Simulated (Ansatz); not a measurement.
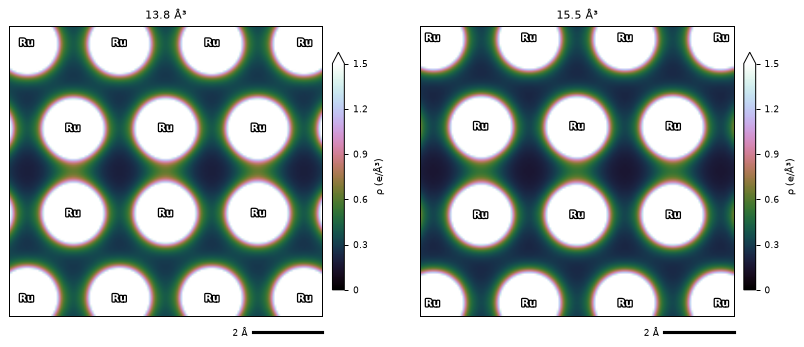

Ru. The valence pseudo-density of cells scaled evenly to different volumes (given per atom above each panel), on the (110) plane of each (indices in the axes of the cell below), at one length scale and on one colour scale.

A generated structure, not necessarily the stable one; the program warned that a starting moment wasn't kept; spin-polarised, but the moments vanished.

Method: Ansatz, DFT, r2SCAN, plane waves (500 eV) with PAW, scalar-relativistic.

The density is the valence pseudo-density of a PAW calculation; it isn't the true density close to the nuclei.

The largest cell:

```
CELL_PARAMETERS angstrom
4.40243 0.00000 0.00000
-2.20121 3.81261 0.00000
0.00000 0.00000 2.76642
ATOMIC_POSITIONS crystal
Ru 0.00000 0.00000 0.00000
Ru 0.33333 0.66667 0.50000
Ru 0.66667 0.33333 0.50000
```

| volume (Å³/atom) | Ru–Ru contact in the plane (Å) | ρ at its midpoint (e/Å³) | pressure (GPa) | 
| --- | --- | --- | --- |
| 13.82 | 2.448 | 0.633 | 0.0 | 
| 14.93 | 2.511 | ? | ? | 
| 15.48 | 2.542 | 0.536 | −27.5 | 

**What values belong in the row with question marks?**

Over the known rows ln ρ falls by 1.77 per Å of Ru–Ru distance (the line through the two), which gives 0.566 e/Å³ at 2.511 Å; the calculation gives 0.563 e/Å³. For the pressure, a straight line in volume between the neighbouring rows gives −18.4 GPa; the calculation gives −20.4, lower because pressure rises ever faster on compression.
